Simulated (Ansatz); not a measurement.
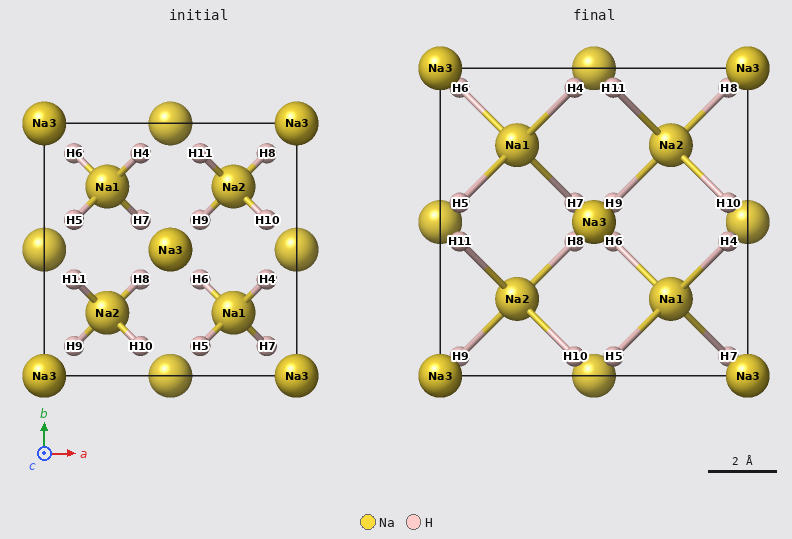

The structure of crystalline Na3H8 (a generated structure, set up in Fm-3m) (coarse preliminary run) before (left) and after (right) a relaxation, at one scale.

The picture is a ball-and-stick view of the conventional cell (4 times the calculation's cell), seen along the c axis. Lengths and directions refer to the drawn axes.

Method: DFT PBE, scalar-relativistic, plane waves, PAW in Ansatz. (plane-wave cutoff 420 eV; k-point mesh 4 × 4 × 4; occupations gaussian; smearing width 0.1 eV; no spin polarisation; cell and atoms relaxed; force threshold 0.04 eV/Å; at most 70 steps)

> What changed between the two?

The largest moves relative to the cell, 0.87 Å, are those of 8 atoms (H4, H5, H6, H7 and others). H9 goes along [−1 −1 −1]. Na stays in place. The drawn cell changes as follows: a = b = c 7.495 → 9.133 Å (+21.9 %); the volume changes by +80.9 %. Some distances before and after: Na1–H4 1.711 → 2.959 Å, Na1–Na3 3.245 → 3.955 Å. The space group stays Fm-3m (No. 225). Over 10 accepted moves (13 points after the start) the energy falls by 425 meV per atom. The largest force component goes from 1.4 to 0.001 eV/Å. The pressure goes from 8.60 to 0.04 GPa. The line search rejected the trial step at point 10 of the run. At 2 points the geometry stayed and the basis and grid were re-selected for the new cell (energy shift of 14.3 meV per atom at most each time).
